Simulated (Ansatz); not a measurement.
# Calculations on InAs

Part 1: Relaxation

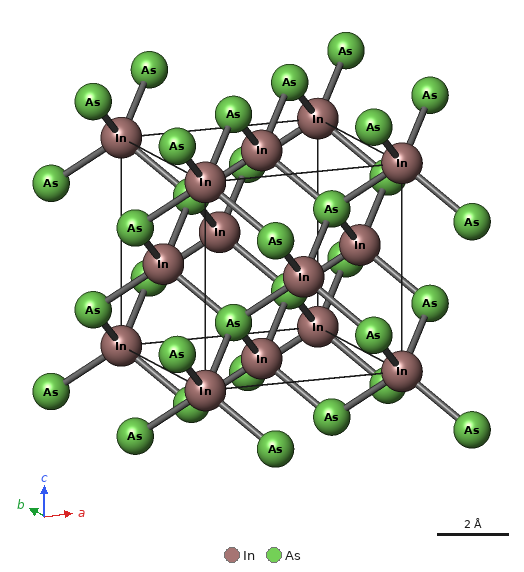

This is the input geometry for a relaxation of a crystal of InAs (set up in F-43m). Style: ball-and-stick. Shown: the conventional cell (4 times the calculation's cell), slightly off an axis. Lengths and directions refer to the drawn axes.

All numbers below come from Ansatz 0.2.0, DFT PBEsol, scalar-relativistic, plane waves, PAW.

Input file:
```yaml
crystal:
  lattice:
    - [0.0, 3.024, 3.024]
    - [3.024, 0.0, 3.024]
    - [3.024, 3.024, 0.0]
  atoms:
    - { symbol: In, position: [0.0, 0.0, 0.0] }
    - { symbol: As, position: [0.75, 0.75, 0.75] }
basis:
  ecutwfc: 420
kpoints:
  mp_grid: { grid: [12, 12, 12] }
hamiltonian:
  xc: pbesol
scf:
  occupations: { method: gaussian, width: 0.1 }
output:
  forces: true
  stress: true
  eigenvalues: true
relax:
  adjacent_minimum: "off"
  f_tol: 0.005
  max_steps: 80
  cell: { stress_tol: 0.05 }
```

Run as
```bash
ansatz run input.yaml --threads 2 --pin off --max-ram 5120MiB --backend cpu --events-out ev --progress --plain --runs-dir out
```

Where does the relaxation end?

Answer. The energy falls by 1.9 meV per atom in 2 accepted moves (3 points after the start). All forces vanish by symmetry, so only the cell relaxes. The pressure goes from 1.12 to −0.01 GPa. The SCF was repeated once at an unchanged geometry on a basis and grid sized afresh for the cell, which shifted the energy by 0.1 meV per atom at most. No atom moves by more than 0.005 Å relative to the cell. The volume changes by +2.0 %, with a = b = c 6.048 → 6.087 Å (+0.7 %). Near-neighbour distances that change, for instance: In1–As2 2.619 → 2.636 Å. The space group stays F-43m (No. 216). Cost: 11 s on 2 threads of Intel(R) Xeon(R) 6975P-C (Granite Rapids) (shared host), peak memory 0.49 GiB.

Part 2: Relaxation

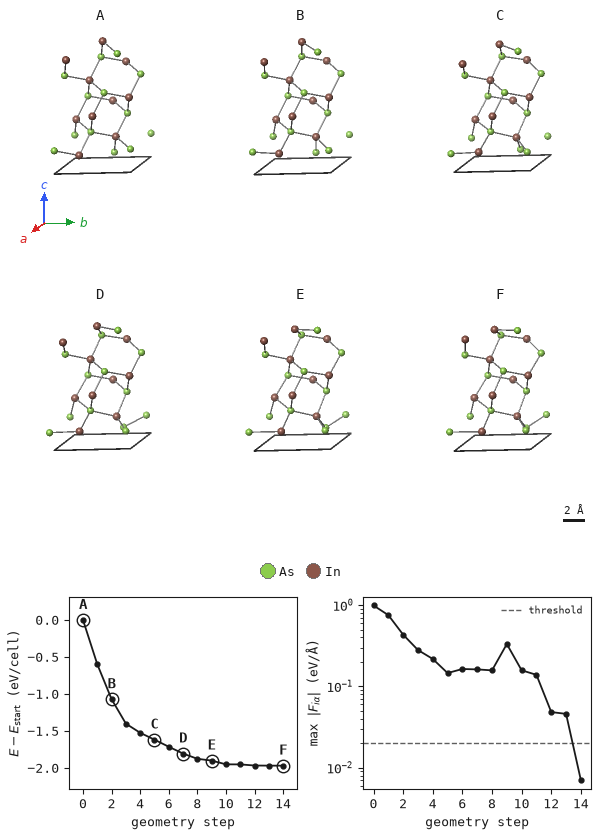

Frames of a relaxation of a slab of composition InAs (cut from the F-43m phase), marked on the history of the run. Style: ball-and-stick. Shown: the cell of the calculation, outlined in the plane, without the vacuum (origin shifted), slightly off an axis.

Case: (2 1 0) slab, atoms relaxed. The slab is the (2 1 0) face of InAs.

Computed with Ansatz 0.2.0, DFT PBEsol, scalar-relativistic, plane waves, PAW. Settings: plane-wave cutoff 420 eV; k-point mesh 6 × 5 × 1; occupations gaussian; smearing width 0.1 eV; no spin polarisation; dipole correction; atoms relaxed in a fixed cell; force threshold 0.02 eV/Å; at most 60 steps.

Describe the path.

Answer. The atom that moves furthest relative to the layer's centre is an In atom (1.31 Å at 54° to the normal (−c side)). By element the largest moves are In 1.31 Å, As 1.27 Å. The cell doesn't change. Some distances before and after: As–As 4.304 → 2.554 Å, As–In 2.636 → 3.183 Å, As–In 2.636 → 2.778 Å, As–In 2.636 → 2.755 Å. Bond angles that change, for instance: As–In–As 109.5° → 143.0°, In–As–In 109.5° → 77.9°, In–As–In 109.5° → 78.8°. Over 14 geometry steps the energy falls by 1.968 eV per cell of the calculation. The largest force component goes from 0.99 to 0.007 eV/Å. From step 0 to 2: an In atom moves most (0.39 Å), energy −1.071 eV per cell of the calculation. From step 2 to 5: an As atom moves most (0.58 Å), energy −0.546 eV per cell of the calculation. From step 5 to 7: an In atom moves most (0.38 Å), energy −0.188 eV per cell of the calculation. From step 7 to 9: an In atom moves most (0.39 Å), energy −95.0 meV per cell of the calculation. From step 9 to 14: an In atom moves most (0.18 Å), energy −68.7 meV per cell of the calculation.

| step | E − E(0), meV/atom | largest force component, eV/Å |
| --- | --- | --- |
| 0 | 0.00 | 0.9884 |
| 1 | -33.28 | 0.7524 |
| 2 | -59.48 | 0.4326 |
| 3 | -77.79 | 0.2800 |
| 4 | -84.65 | 0.2174 |
| 5 | -89.80 | 0.1458 |
| 6 | -95.13 | 0.1636 |
| 7 | -100.23 | 0.1617 |
| 8 | -104.16 | 0.1573 |
| 9 | -105.50 | 0.3315 |
| 10 | -108.32 | 0.1576 |
| 11 | -108.37 | 0.1386 |
| 12 | -109.20 | 0.0483 |
| 13 | -109.29 | 0.0459 |
| 14 | -109.32 | 0.0070 |

Part 3: A change

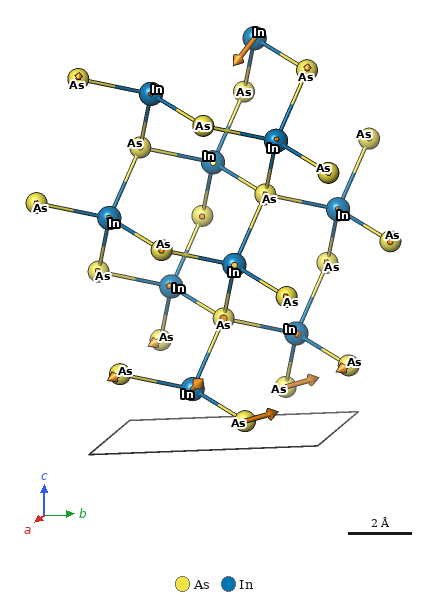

A (2 1 0) slab of InAs as cut from the relaxed bulk. The orange arrows show how the atoms are displaced, at true length. A ball-and-stick model of the cell of the calculation, outlined in the plane, without the vacuum, seen slightly off an axis.

Computed with DFT PBEsol, scalar-relativistic, plane waves, PAW (Ansatz 0.2.0). Settings: plane-wave cutoff 420 eV; occupations gaussian; smearing width 0.1 eV; no spin polarisation. The k-mesh is chosen for each cell (6×5×25, 6×5×1).

What was done to the structure, and with what result?

Answer. The atoms of the slab are relaxed at the bulk's in-plane cell. The surface energy (mean of the two faces) falls from 1.23 to 0.85 J/m². The top spacing, between the In and As planes, goes from 0.68 to -0.33 Å (−148.0 %), the bottom one (As to In) from 0.68 to 0.92 Å (+35.2 %). The cell doesn't change. An In atom moves most relative to the layer's centre: 1.31 Å at 54° to the normal (−c side). By element the largest moves are In 1.31 Å, As 1.27 Å. Near-neighbour distances before and after: As–As 4.304 → 2.554 Å, As–In 2.636 → 2.622 to 3.183 Å.
